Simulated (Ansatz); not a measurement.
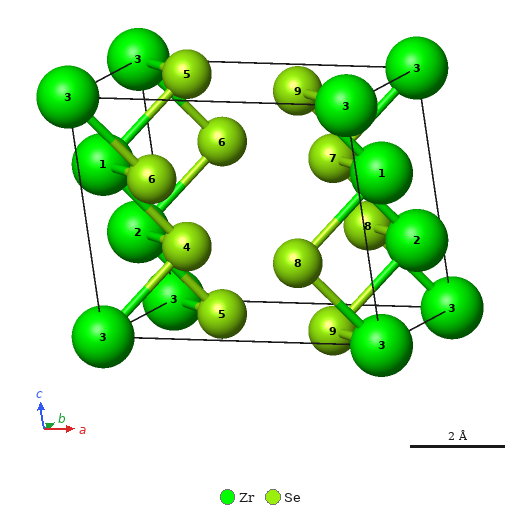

**Figure 1.** The structure as given in the input (ball-and-stick view of the cell of the calculation, seen slightly off an axis; atoms are numbered from 1 in the order of the input). An atom can appear more than once, as a periodic image.

**ZrSe2: single-point calculation**

System: ZrSe2 (9 atoms in the cell).
Method: DFT PBEsol, scalar-relativistic, plane waves, PAW, no spin polarisation (Ansatz 0.2.0).

The structure derives from a Materials Project entry. It belongs to a series of runs on one base structure; here: band edges sought over the zone. Figures and captions count atoms from 1; the log counts them from 0 in places.

## Output
```
Engine: ansatz 0.2.0, x86_64-unknown-linux-gnu
Pseudopotentials: kind: paw
Pseudopotential: Zr, paw, valence charge 12, recommended cutoff 420 eV (normal), Zr.paw.azcp
Pseudopotential: Se, paw, valence charge 16, recommended cutoff 420 eV (normal), Se.paw.azcp
Functional definition: PBEsol
  exchange = pbesol_x
  correlation = pbesol_c
Crystal: 9 atoms, lattice volume = 221.908 Å³
Basis set: ecut = 420 eV, 4341 PW (Γ), exchange–correlation on 90×90×90 points (8 copies of the dense FFT grid, shifted against one another)
Bands: 80, of which v1, the nominal top of the filled ones, is band 66 counted from 1 (65 counted from 0)
Symmetry: 36 space group operations
Space group: P-3m1 (ITA 164), of the structure as read, at distance tolerance 6.1e-5 Å
k-points: 34 of 216
Non-local potential: Zr, projectors of the file, l = 0: 3, l = 1: 2, l = 2: 2, l = 3: 2
Non-local potential: Se, projectors of the file, l = 0: 2, l = 1: 2, l = 2: 3, l = 3: 1
PAW form: soft (Blöchl's): semilocal exchange-correlation on the pseudo side does not see the compensation charge
PAW frozen core: Zr, regenerated for the run's functional, and the local potential with it (the file was generated under x = pbe(κ = 0.804, μ = 0.2195149727645171), c = pbe(β = 0.06672455060314922))
PAW frozen core: Se, regenerated for the run's functional, and the local potential with it (the file was generated under x = pbe(κ = 0.804, μ = 0.2195149727645171), c = pbe(β = 0.06672455060314922))
PAW one-centre angular grid: Zr, 590 points (default); XC on 64 Gauss nodes
PAW one-centre angular grid: Se, 590 points (default); XC on 64 Gauss nodes
Initial density: read from a saved state, or passed on in memory by an earlier SCF of this step, an earlier step, the calling program or the single point that the run made first
Initial wavefunctions: pseudopotential atomic-orbital guess
Functional: x = pbesol(κ = 0.804, μ = 0.12345679012345678), c = pbesol(β = 0.046)
iter 1 solved again at ethr=6.73e-9 eV; its pass at ethr=3.10e-3 eV (dr2=8.89e-6 eV) is discarded
SCF iter   1: F=—  HF=-44943.256717 eV  |F-HF|=—  |Δ(HF+E_count)|=         —  Δρ=2.34e-7  dr2=3.90e-10  ethr=6.73e-9  ⟨swp⟩=3.0  Hψ=18097  notcnv=0
preconditioner: auto → Kerker (q_TF=auto, 2.502 Å⁻¹)  [metal: Δε(μ)=0.092 eV  Ē_g=7.859 eV  σ=0.100 eV  W_gap=0.48  n_scr=70 (ndim 8)  ℏωp=17.3 eV  f_vac=0.039  D(μ)=0.41/eV (n_scr^D=0)]
SCF iter   2: F=-44943.256717 eV  HF=-44943.256717 eV  |F-HF|=2.91e-11  |Δ(HF+E_count)|=   2.52e-9  Δρ=1.62e-7  dr2=1.66e-10  ethr=1.00e-12  ⟨swp⟩=7.4  Hψ=9684  notcnv=0
SCF 1 converged in 2 iterations: F = -44943.256717 eV  dr2 = 1.66e-10
  greatest PAW one-centre occupation: 1.000 electrons in one spin orbital (limit 2), on the Se atom at site 8 (counted from 0), in its partial waves of l = 2
NSCF: frozen V_eff on 34 k-points
NSCF: frozen V_eff on 34 k-points
NSCF: frozen V_eff on 34 k-points
NSCF: frozen V_eff on 34 k-points
NSCF: frozen V_eff on 34 k-points
NSCF: frozen V_eff on 1 k-points
NSCF: frozen V_eff on 10 k-points
NSCF: frozen V_eff on 20 k-points
NSCF: frozen V_eff on 17 k-points
NSCF: frozen V_eff on 12 k-points
NSCF: frozen V_eff on 11 k-points
NSCF: frozen V_eff on 8 k-points
NSCF: frozen V_eff on 3 k-points
NSCF: frozen V_eff on 11 k-points
NSCF: frozen V_eff on 8 k-points
NSCF: frozen V_eff on 3 k-points
NSCF: frozen V_eff on 11 k-points
NSCF: frozen V_eff on 8 k-points
NSCF: frozen V_eff on 3 k-points
NSCF: frozen V_eff on 3 k-points
SCF converged after 2 iterations
Free energy (F): -44943.256717 eV
Harris-Foulkes:  -44943.256717 eV  (|F-HF|=2.91e-11)
Internal energy: -44943.254643 eV  (E = F + TS)
E sigma→0 (E₀):  -44943.255680 eV
Entropy (-TS):   -0.002074 eV (-0.230 meV/atom)
Fermi energy:    9.361627 eV
--- Per-component energies (eV) ---
  E_band       = -2629.650504
  E_kinetic    = 1712.992795
  E_local      = -17118.993049  (includes V_loc(G=0)·N_el)
  E_nonlocal   = -3318.217246
  E_hartree    = 8095.405323
  E_xc         = -1104.923048
  E_vxc        = -1164.072113  (∫ρ·V_xc dr)
  E_paw        = -19903.743770  (= ΣΔE_a)
  E_vpaw       = 1067.831717  (= ΣTr[D̂ρ^β])
  E_aug_tail   = -0.003482  (compensation charges beyond the density's cutoff)
  E_ewald      = -13312.320031
  E_core_change = 6.547864  (= ΣΔE_core)
  E_smearing   = -0.002074  (= −TS)
  E_closure    = 0.000000  (closes the sum)
  Σ components = -44943.256717   (vs F -44943.256717, Δ=0.00e0)
--- Forces (eV/Å), atoms counted from 1 ---
  atom   1  Zr     0.00000000     0.00000000     0.00000000
  atom   2  Zr    -0.00000000     0.00000000     0.00000000
  atom   3  Zr     0.00000000     0.00000000     0.00000000
  atom   4  Se     0.00000000     0.00000000    -0.00437946
  atom   5  Se    -0.00000000     0.00000000    -0.00437946
  atom   6  Se     0.00000000     0.00000000    -0.00437946
  atom   7  Se    -0.00000000    -0.00000000     0.00437946
  atom   8  Se     0.00000000    -0.00000000     0.00437946
  atom   9  Se     0.00000000    -0.00000000     0.00437946
  max |Σ_I F_I| component: 5.20e-18 eV/Å
--- Stress (GPa, compression-positive) ---
       -0.039127       0.000000      -0.000000
        0.000000      -0.039127       0.000000
       -0.000000       0.000000       0.002477
  P = ⅓ Tr σ = -0.0253 GPa (-0.253 kbar)
--- Band table (eV; the first three rows and the last of 34) ---
  k-point 0: bands = ["-40.0194", "-40.0051", "-40.0051", "-37.7709", "-37.7709", "-37.7708", "-37.7708", "-37.7708", "-37.7708", "-37.7706", "-37.7706", "-37.7705", "-37.7705", "-37.7674", "-37.7674", "-37.7661", "-37.7659", "-37.7655", "-37.7655", "-37.7655", "-37.7655", "-37.7611", "-37.7611", "-37.7611", "-37.7611", "-37.7607", "-37.7607", "-37.7607", "-37.7607", "-37.7606", "-37.7606", "-37.7605", "-37.7605", "-18.1420", "-18.1420", "-18.1420", "-18.1420", "-18.1160", "-18.0539", "-18.0539", "-17.9890", "-17.9890", "-4.1440", "-2.8272", "-2.8272", "-2.8272", "-2.8272", "-2.8055", "4.2784", "5.3436", "5.3436", "5.5268", "5.5268", "5.5268", "5.5268", "6.6292", "6.6292", "6.8292", "6.8292", "6.8292", "6.8292", "7.4360", "7.4360", "9.2705", "9.3045", "9.3045", "10.3245", "10.3245", "10.6217", "11.1043", "11.1043", "11.9198", "11.9198", "11.9198", "11.9198", "13.3551", "13.3551", "13.3551", "13.3551", "13.5070"]
  k-point 1: bands = ["-40.0182", "-40.0058", "-40.0055", "-37.7710", "-37.7710", "-37.7710", "-37.7709", "-37.7708", "-37.7707", "-37.7705", "-37.7705", "-37.7704", "-37.7702", "-37.7675", "-37.7675", "-37.7661", "-37.7658", "-37.7656", "-37.7656", "-37.7655", "-37.7655", "-37.7611", "-37.7611", "-37.7610", "-37.7610", "-37.7608", "-37.7608", "-37.7607", "-37.7607", "-37.7605", "-37.7605", "-37.7605", "-37.7605", "-18.1782", "-18.1681", "-18.1112", "-18.1018", "-18.0962", "-18.0565", "-18.0556", "-18.0091", "-17.9934", "-4.0537", "-2.9014", "-2.8836", "-2.8475", "-2.8115", "-2.8036", "4.4150", "4.9226", "5.1228", "5.6354", "5.6380", "5.9829", "6.2119", "6.4722", "6.6544", "6.6758", "6.7065", "6.7796", "6.7828", "7.4325", "7.5554", "8.5153", "8.8846", "9.2447", "10.4634", "10.5793", "10.8546", "10.8899", "10.9911", "11.7585", "11.9074", "11.9590", "12.0237", "13.0777", "13.2219", "13.2941", "13.4376", "13.7836"]
  k-point 2: bands = ["-40.0153", "-40.0080", "-40.0063", "-37.7711", "-37.7711", "-37.7711", "-37.7709", "-37.7709", "-37.7707", "-37.7704", "-37.7704", "-37.7703", "-37.7695", "-37.7680", "-37.7676", "-37.7660", "-37.7657", "-37.7657", "-37.7656", "-37.7656", "-37.7655", "-37.7611", "-37.7610", "-37.7610", "-37.7609", "-37.7609", "-37.7608", "-37.7608", "-37.7608", "-37.7605", "-37.7605", "-37.7604", "-37.7603", "-18.2033", "-18.1601", "-18.0984", "-18.0708", "-18.0600", "-18.0586", "-18.0582", "-18.0541", "-18.0070", "-3.8041", "-3.1137", "-3.0036", "-2.8543", "-2.8272", "-2.7868", "4.5777", "4.8018", "5.3653", "5.8289", "5.9454", "5.9742", "6.1829", "6.4933", "6.6329", "6.7223", "6.7346", "6.8719", "7.2186", "7.2409", "7.3310", "7.9182", "8.1137", "8.9610", "10.2076", "10.4228", "10.6643", "10.9334", "11.3546", "11.5167", "11.8977", "12.1802", "12.2219", "12.9025", "13.2106", "13.5143", "13.7982", "14.0175"]
  k-point 33: bands = ["-40.0098", "-40.0098", "-40.0098", "-37.7710", "-37.7710", "-37.7710", "-37.7708", "-37.7708", "-37.7708", "-37.7706", "-37.7706", "-37.7706", "-37.7683", "-37.7683", "-37.7683", "-37.7657", "-37.7657", "-37.7657", "-37.7656", "-37.7656", "-37.7656", "-37.7611", "-37.7611", "-37.7611", "-37.7609", "-37.7609", "-37.7609", "-37.7606", "-37.7606", "-37.7606", "-37.7605", "-37.7605", "-37.7605", "-18.1578", "-18.1578", "-18.1578", "-18.0742", "-18.0742", "-18.0742", "-18.0252", "-18.0252", "-18.0252", "-3.2210", "-3.2210", "-3.2210", "-2.9370", "-2.9370", "-2.9370", "4.9650", "4.9650", "4.9650", "5.4046", "5.4046", "5.4046", "6.7067", "6.7067", "6.7067", "6.8760", "6.8760", "6.8760", "8.0220", "8.0220", "8.0220", "8.2104", "8.2104", "8.2104", "9.7061", "9.7061", "9.7061", "11.7643", "11.7643", "11.7643", "12.0031", "12.0031", "12.0031", "13.6055", "13.6055", "13.6055", "13.6607", "13.6607"]
```

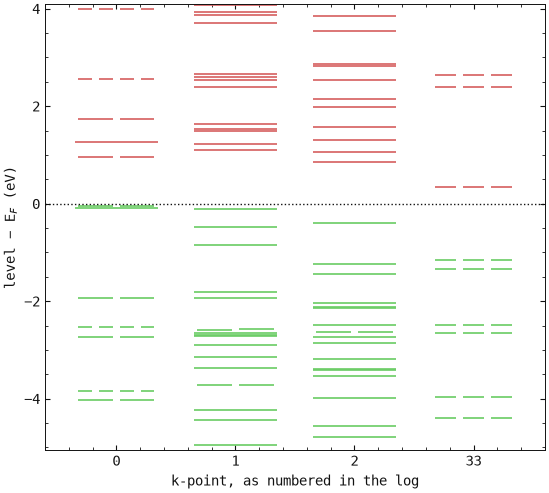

**Figure 2.** Kohn–Sham levels near the Fermi level (dotted) at the few k-points that the log prints; levels within 0.02 eV of each other stand side by side. Among these points the highest filled and lowest empty levels are 0.40 eV apart; the gap on the full mesh, 0.09 eV, has an edge at a point that isn't printed.

The run was set up as follows.

## Input file
```yaml
crystal:
  lattice:
    - [0.0, 0.0, -6.1414019546]
    - [-5.5939390319, -3.2296622059, 0.0]
    - [0.0, 6.4593244118, 0.0]
  atoms:
    - { symbol: Zr, position: [1.0, 0.3333333333, 0.6666666667] }
    - { symbol: Zr, position: [1.0, 0.6666666667, 0.3333333333] }
    - { symbol: Zr, position: [1.0, 0.0, 0.0] }
    - { symbol: Se, position: [0.2585066867, 0.3333333333, 0.3333333333] }
    - { symbol: Se, position: [0.2585066867, 0.6666666667, 0.0] }
    - { symbol: Se, position: [0.2585066867, 0.0, 0.6666666667] }
    - { symbol: Se, position: [0.7414933133, 0.6666666667, 0.6666666667] }
    - { symbol: Se, position: [0.7414933133, 1.0, 0.3333333333] }
    - { symbol: Se, position: [0.7414933133, 0.3333333333, 0.0] }
basis:
  ecutwfc: 420
kpoints:
  mp_grid: { grid: [6, 6, 6] }
  band_path: { path: [VBM, CBM], npoints: 2 }
hamiltonian:
  xc: pbesol
scf:
  occupations: { method: gaussian, width: 0.1 }
output:
  forces: true
  stress: true
  eigenvalues: true
checkpoint:
  read: start.run
  write: ck
  compress: false
  write_wavefunctions: false
  write_every: 100000
```

Command:
```bash
ansatz run input.yaml --threads 2 --pin off --max-ram 5120MiB --backend cpu --events-out ev --progress --plain --runs-dir out
```

## Key numbers

- outcome: converged
- space group (tolerance 0.01 Å): P-3m1 (164)
- electrons treated: 132
- free energy: −44943.2567 eV
- Fermi energy: 9.362 eV
- gap on the k-point mesh: 0.09 eV
- gap on the band path: 0.09 eV
- pressure: −0.03 GPa
- largest force (length of the vector): 0.004 eV/Å
- hardware: 2 threads of Oxide Virtual Turin-like (Zen 5), 32 GiB of memory available, shared host
- wall time: 47 s (CPU time 91 s)
- peak memory: 0.85 GiB
